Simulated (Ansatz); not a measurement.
**SiO: geometry relaxation**

System: SiO (Imma, 4 atoms in the cell).
Method: DFT PBE, scalar-relativistic, plane waves, PAW, no spin polarisation (Ansatz 0.2.0).

The structure was built on a prototype by a generator; it need not be a known phase. It belongs to a series of runs on one base structure; here: random cell with space group Ima2 (No. 46). Figures and captions count atoms from 1; the log counts them from 0 in places.

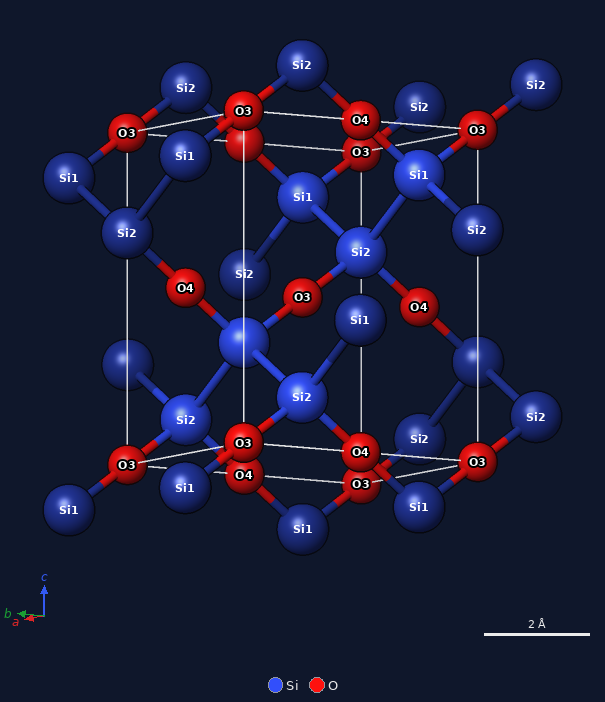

*The input geometry (ball-and-stick view of the cell 2 times as large as that of the calculation, set on its symmetry axes, seen at an oblique angle; neighbours outside the cell are drawn fainter; atoms are numbered from 1 in the order of the input).*

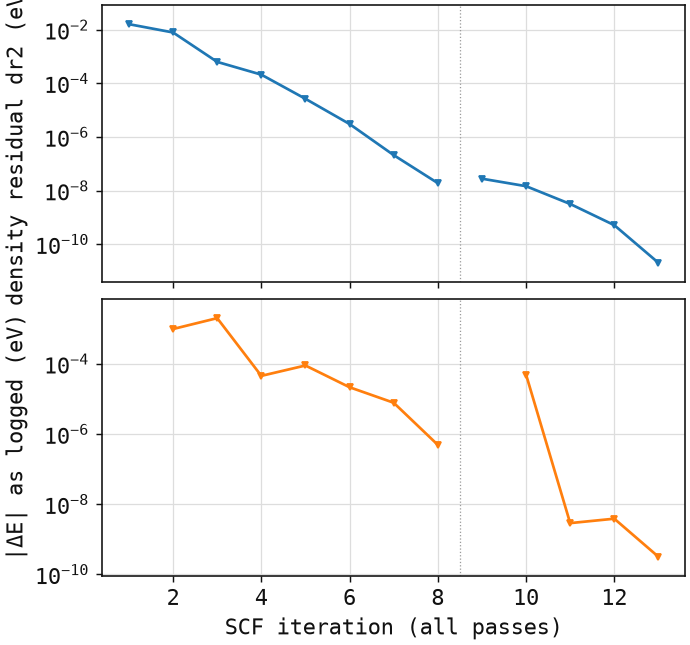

*Convergence of the self-consistent field: density residual dr2 and size of the energy change against the SCF iteration. The dotted lines part the SCF passes of the relaxation: geometry steps, rejected trials and re-solves on a re-selected basis.*

The passes take 8 and 5 iterations.

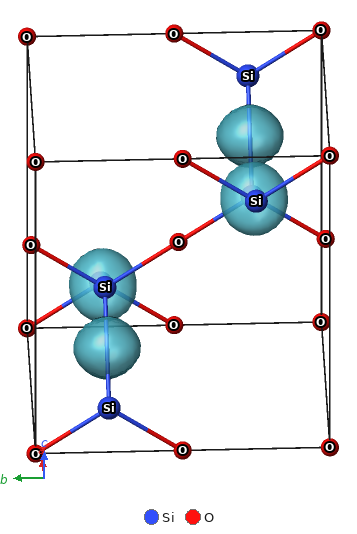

*Isosurface of the ELF at 0.9 (cyan), seen at an oblique angle. Core shells and regions of very low density are left out. Sticks mark near contacts. The outline is the cell set on symmetry axes.*

Along the contacts the grid gives the following. Si–O (1.65 Å): the ELF peaks at about 0.85 between the atoms, which marks a shared but strongly polarised pair. The fields are those of the smooth PAW valence density.

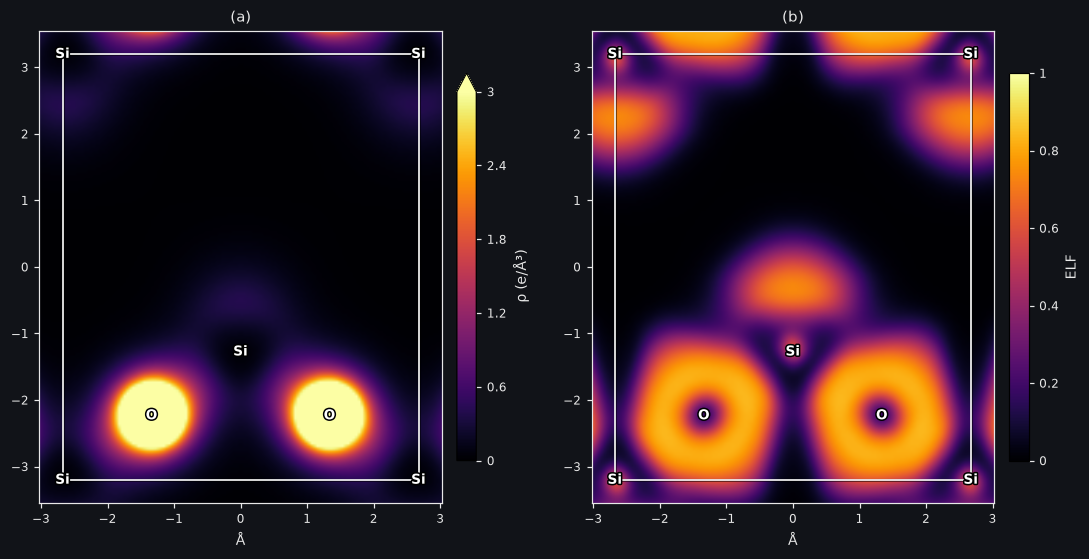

*(a) valence charge density (pseudo); (b) ELF on the (100) plane of the conventional cell.*

Atoms in the plane: Si and O. Si–O (1.65 Å): the density is about 1.1 e/Å³ at the midpoint; the ELF peaks at about 0.85 between the atoms, which marks a shared but strongly polarised pair. Away from the nuclei the density in this plane falls to 0.003 e/Å³ at its lowest.

The input and output of the run follow.

**The input**
```yaml
crystal:
  lattice:
    - [-2.0262312563, 2.6744127267, 3.1998242556]
    - [2.0262312563, -2.6744127267, 3.1998242556]
    - [2.0262312563, 2.6744127267, -3.1998242556]
  atoms:
    - { symbol: Si, position: [0.0994316064, 0.8494316064, 0.25] }
    - { symbol: Si, position: [0.9005683936, 0.1505683936, 0.75] }
    - { symbol: O, position: [0.0, 0.0, 0.0] }
    - { symbol: O, position: [0.5, 0.0, 0.5] }
basis:
  ecutwfc: 420
kpoints:
  mp_grid: { grid: [14, 14, 14] }
hamiltonian:
  xc: pbe
scf:
  occupations: { method: gaussian, width: 0.1 }
output:
  forces: true
  stress: true
  eigenvalues: true
  write_density: true
  write_potential: true
  elf: true
  volumetric_format: npy
relax:
  adjacent_minimum: "off"
  f_tol: 0.01
  max_steps: 80
  cell: { stress_tol: 0.05 }
```

Launched with:
```bash
ansatz run input.yaml --threads 1 --pin off --max-ram 2560MiB --backend cpu --events-out ev --progress --plain --runs-dir out
```

**Output**
```
Engine: ansatz 0.2.0, x86_64-unknown-linux-gnu
Pseudopotentials: kind: paw
Pseudopotential: Si, paw, valence charge 4, recommended cutoff 420 eV (normal), Si.paw.azcp
Pseudopotential: O, paw, valence charge 6, recommended cutoff 420 eV (normal), O.paw.azcp
Functional definition: PBE
  parameter kappa = 0.804
  parameter beta = 0.06672455060314922
  exchange = pbe_x(kappa = kappa, mu = beta*pi^2/3)
  correlation = pbe_c(beta = beta)
Crystal: 4 atoms, lattice volume = 69.359 Å³
Basis set: ecut = 420 eV, 1345 PW (Γ), exchange–correlation on 64×64×64 points (8 copies of the dense FFT grid, shifted against one another)
Bands: 14, of which v1, the nominal top of the filled ones, is band 10 counted from 1 (9 counted from 0)
Symmetry: 8 space group operations
Space group: Imma (ITA 74), of the structure as read, at distance tolerance 4.1e-5 Å
k-points: 428 of 2744
Non-local potential: Si, projectors of the file, l = 0: 2, l = 1: 2, l = 2: 2
Non-local potential: O, projectors of the file, l = 0: 2, l = 1: 2, l = 2: 1
PAW form: soft (Blöchl's): semilocal exchange-correlation on the pseudo side does not see the compensation charge
PAW one-centre angular grid: Si, 110 points (default); XC on 64 Gauss nodes
PAW one-centre angular grid: O, 110 points (default); XC on 64 Gauss nodes
Initial density: superposition of atomic densities (neutral atoms: chi_scale 0, normalization atom), corrected by the library's trained network
Initial wavefunctions: pseudopotential atomic-orbital guess
Functional: x = pbe(κ = 0.804, μ = 0.2195149727645171), c = pbe(β = 0.06672455060314922)
SCF iter   1: F=—  HF=-2408.799325 eV  |F-HF|=—  |Δ(HF+E_count)|=         —  Δρ=4.66e-3  dr2=1.62e-2  ethr=1.77e-3  ⟨swp⟩=6.4  Hψ=42741  notcnv=0
preconditioner: auto → Kerker (q_TF=auto, 2.218 Å⁻¹)  [metal: Δε(μ)=0.013 eV  Ē_g=10.221 eV  σ=0.100 eV  W_gap=0.07  n_scr=14 (ndim 8)  ℏωp=17.8 eV  f_vac=0.139  D(μ)=0.07/eV (n_scr^D=0)]
SCF iter   2: F=—  HF=-2408.798331 eV  |F-HF|=—  |Δ(HF+E_count)|=   9.94e-4  Δρ=2.83e-3  dr2=7.94e-3  ethr=8.11e-5  ⟨swp⟩=1.2  Hψ=9516  notcnv=0
SCF iter   3: F=—  HF=-2408.796302 eV  |F-HF|=—  |Δ(HF+E_count)|=   2.03e-3  Δρ=7.93e-4  dr2=6.34e-4  ethr=3.97e-5  ⟨swp⟩=2.2  Hψ=9805  notcnv=0
SCF iter   4: F=—  HF=-2408.796348 eV  |F-HF|=—  |Δ(HF+E_count)|=   4.58e-5  Δρ=4.85e-4  dr2=2.12e-4  ethr=3.17e-6  ⟨swp⟩=2.0  Hψ=9358  notcnv=0
SCF iter   5: F=—  HF=-2408.796438 eV  |F-HF|=—  |Δ(HF+E_count)|=   9.05e-5  Δρ=1.92e-4  dr2=2.66e-5  ethr=1.06e-6  ⟨swp⟩=2.7  Hψ=11192  notcnv=0
SCF iter   6: F=—  HF=-2408.796417 eV  |F-HF|=—  |Δ(HF+E_count)|=   2.17e-5  Δρ=5.18e-5  dr2=3.05e-6  ethr=1.33e-7  ⟨swp⟩=2.1  Hψ=9560  notcnv=0
SCF iter   7: F=—  HF=-2408.796425 eV  |F-HF|=—  |Δ(HF+E_count)|=   7.84e-6  Δρ=1.42e-5  dr2=2.11e-7  ethr=1.53e-8  ⟨swp⟩=2.5  Hψ=9831  notcnv=0
SCF iter   8: F=-2408.796425 eV  HF=-2408.796425 eV  |F-HF|=2.27e-8  |Δ(HF+E_count)|=   4.93e-7  Δρ=3.82e-6  dr2=1.90e-8  ethr=5.00e-10  ⟨swp⟩=11.1  Hψ=48112  notcnv=0
SCF 1 converged in 8 iterations: F = -2408.796425 eV  dr2 = 1.90e-8
  greatest PAW one-centre occupation: 0.860 electrons in one spin orbital (limit 2), on the O atom at site 3 (counted from 0), in its partial waves of l = 0
relax step   1: F+E_penalty+E_count = -2408.79642508 eV  Δ(F+E_penalty+E_count) = +0.000e0 eV  max|allowed force component| = 4.395e-3 eV/Å  Δτ_max = 0.0000 Å  P = -0.017 GPa  Ω = 69.359 Å³  (8 SCF iters, dr2 threshold 1.00e-7 eV, accepted)
Initial density: handed on by an earlier stage of this run
Initial wavefunctions: pseudopotential atomic-orbital guess (no wavefunctions were taken with the density)
iter 1 solved again at ethr=9.12e-8 eV; its pass at ethr=3.10e-3 eV (dr2=1.82e-5 eV) is discarded
SCF iter   1: F=—  HF=-2408.796475 eV  |F-HF|=—  |Δ(HF+E_count)|=         —  Δρ=7.59e-6  dr2=2.78e-8  ethr=9.12e-8  ⟨swp⟩=3.5  Hψ=61105  notcnv=0
preconditioner: auto → none  [metal: Δε(μ)=0.030 eV  Ē_g=10.257 eV  σ=0.100 eV  W_gap=0.17  n_scr=14 (ndim 8)  ℏωp=17.8 eV  f_vac=0.154  D(μ)=0.07/eV (n_scr^D=0)]
SCF iter   2: F=—  HF=-2408.796425 eV  |F-HF|=—  |Δ(HF+E_count)|=   4.99e-5  Δρ=6.02e-6  dr2=1.46e-8  ethr=1.39e-10  ⟨swp⟩=3.3  Hψ=13991  notcnv=0
SCF iter   3: F=—  HF=-2408.796425 eV  |F-HF|=—  |Δ(HF+E_count)|=   2.89e-9  Δρ=2.68e-6  dr2=3.17e-9  ethr=7.31e-11  ⟨swp⟩=2.5  Hψ=10174  notcnv=0
SCF iter   4: F=—  HF=-2408.796425 eV  |F-HF|=—  |Δ(HF+E_count)|=   3.86e-9  Δρ=9.75e-7  dr2=5.13e-10  ethr=1.59e-11  ⟨swp⟩=2.1  Hψ=8942  notcnv=0
SCF iter   5: F=-2408.796425 eV  HF=-2408.796425 eV  |F-HF|=1.82e-12  |Δ(HF+E_count)|=  3.17e-10  Δρ=2.38e-7  dr2=2.02e-11  ethr=1.00e-12  ⟨swp⟩=6.1  Hψ=38549  notcnv=0
SCF 2 converged in 5 iterations: F = -2408.796425 eV  dr2 = 2.02e-11
relax step   2: F+E_penalty+E_count = -2408.79642508 eV  Δ(F+E_penalty+E_count) = -4.742e-9 eV  max|allowed force component| = 4.361e-3 eV/Å  Δτ_max = 0.0000 Å  P = -0.017 GPa  Ω = 69.359 Å³  stress off target by 2.24e-2 GPa  SCF on the basis re-selected at this cell (its energy is not comparable with the rows above)  (5 SCF iters)
basis re-selected at this cell: Δ(F+E_penalty+E_count) = -4.742e-9 eV, ΔP = +0.000 GPa vs the last step (what re-selecting the basis moved, of the pressure what is left beyond the Pulay correction that the steps carried, after the strain that the cell walked since its last selection, with what the two solves' SCF thresholds leave and, on support functions, any second-order correction that the steps lacked; it is no measure of the basis error at this ecutwfc). This SCF's stress stands 2.24e-2 GPa from its target on what of the cell is left free (relax.cell.stress_tol is 5.00e-2 GPa) and its largest allowed force component is 4.36e-3 eV/Å (relax.f_tol is 1.00e-2 eV/Å): within both
SCF converged after 5 iterations
Free energy (F): -2408.796425 eV
Harris-Foulkes:  -2408.796425 eV  (|F-HF|=1.82e-12)
Internal energy: -2408.796059 eV  (E = F + TS)
E sigma→0 (E₀):  -2408.796242 eV
Entropy (-TS):   -0.000366 eV (-0.091 meV/atom)
Fermi energy:    5.077941 eV
--- Per-component energies (eV) ---
  E_band       = -86.972190
  E_kinetic    = 439.921132
  E_local      = -1184.153894  (includes V_loc(G=0)·N_el)
  E_nonlocal   = 145.980214
  E_hartree    = 436.041981
  E_xc         = -258.461211
  E_vxc        = -282.448922  (∫ρ·V_xc dr)
  E_paw        = -1343.370649  (= ΣΔE_a)
  E_vpaw       = -78.359820  (= ΣTr[D̂ρ^β])
  E_aug_tail   = 0.005114  (compensation charges beyond the density's cutoff)
  E_ewald      = -644.758746
  E_smearing   = -0.000366  (= −TS)
  E_closure    = -0.000000  (closes the sum)
  Σ components = -2408.796425   (vs F -2408.796425, Δ=0.00e0)
--- Forces (eV/Å), atoms counted from 1 ---
  atom   1  Si     0.00000000     0.00000000     0.00436073
  atom   2  Si     0.00000000     0.00000000    -0.00436073
  atom   3  O      0.00000000     0.00000000     0.00000000
  atom   4  O      0.00000000     0.00000000     0.00000000
  max |Σ_I F_I| component: 8.67e-19 eV/Å
--- Stress (GPa, compression-positive) ---
       -0.006982       0.000000       0.000000
        0.000000      -0.022420       0.000000
        0.000000       0.000000      -0.021211
  P = ⅓ Tr σ = -0.0169 GPa (-0.169 kbar)
--- Band table (eV; the first three rows and the last of 428) ---
  k-point 0: bands = ["-16.7705", "-15.5896", "-6.2956", "-3.9102", "-2.9532", "-0.7998", "-0.7038", "0.1334", "0.6697", "2.6251", "6.8222", "8.8141", "9.3038", "11.2226"]
  k-point 1: bands = ["-16.7554", "-15.6049", "-6.2692", "-4.0459", "-2.8215", "-0.8103", "-0.6572", "0.0795", "0.6260", "2.5387", "7.0465", "8.7407", "9.4653", "11.2780"]
  k-point 2: bands = ["-16.7108", "-15.6498", "-6.1932", "-4.3169", "-2.5742", "-0.8457", "-0.5057", "-0.0759", "0.5051", "2.3557", "7.6268", "8.6120", "9.8523", "11.1904"]
  k-point 427: bands = ["-16.5751", "-15.6825", "-7.7263", "-3.3779", "-2.3059", "-1.6510", "0.4353", "1.0923", "1.1067", "5.0359", "5.1572", "6.0363", "7.5561", "9.8007"]
--- Relaxed structure (1 steps of the walk, 1 accepted, 1 SCFs on fresh bases) ---
  F+E_penalty+E_count = -2408.79642508 eV   max|allowed force component| = 4.361e-3 eV/Å   (the final SCF, on the basis selected at the relaxed cell)
  cell:  # Å, volume = 69.3591 Å³
    - [-2.0262312563, 2.6744127267, 3.1998242556]
    - [2.0262312563, -2.6744127267, 3.1998242556]
    - [2.0262312563, 2.6744127267, -3.1998242556]
  atoms:
    - { symbol: Si, position: [0.09943160640000001, 0.8494316063999999, 0.24999999999999997] }
    - { symbol: Si, position: [0.9005683935999999, 0.15056839359999993, 0.7499999999999999] }
    - { symbol: O, position: [0.0, 0.0, 0.0] }
    - { symbol: O, position: [0.49999999999999994, 0.0, 0.49999999999999994] }
```

**Trajectory as extended XYZ (Å, eV, eV/Å), 2 frames, from step=1 to step=2**
```
4
Lattice="-2.0262 2.6744 3.1998 2.0262 -2.6744 3.1998 2.0262 2.6744 -3.1998" Properties=species:S:1:pos:R:3:forces:R:3 step=1 energy=-2408.79642 pressure_GPa=-0.02
Si    2.0262   -1.3372    2.2362    0.0000   0.0000   0.0044
Si    0.0000    4.0116    0.9636    0.0000   0.0000  -0.0044
O     0.0000    0.0000    0.0000    0.0000   0.0000   0.0000
O     0.0000    2.6744    0.0000    0.0000   0.0000   0.0000
4
Lattice="-2.0262 2.6744 3.1998 2.0262 -2.6744 3.1998 2.0262 2.6744 -3.1998" Properties=species:S:1:pos:R:3:forces:R:3 step=2 energy=-2408.79642 pressure_GPa=-0.02
Si    2.0262   -1.3372    2.2362    0.0000   0.0000   0.0044
Si    0.0000    4.0116    0.9636    0.0000   0.0000  -0.0044
O     0.0000    0.0000    0.0000    0.0000   0.0000   0.0000
O     0.0000    2.6744    0.0000    0.0000   0.0000   0.0000
```

**Results in brief**

- outcome: converged
- space group (tolerance 0.01 Å): Imma (74)
- electrons treated: 20
- free energy: −2408.7964 eV
- Fermi energy: 5.078 eV
- gap on the k-point mesh: none (metallic)
- pressure: −0.02 GPa
- final volume: 69.36 Å³
- largest force (length of the vector) at the end: 0.004 eV/Å
- final cell: a = 4.636 Å, b = 4.636 Å, c = 4.636 Å, α = 128.17°, β = 109.55°, γ = 92.72°
- hardware: 1 thread of Intel Xeon (Granite Rapids), 192 GiB of memory available, shared host
- wall time: 28 s
- peak memory: 0.68 GiB
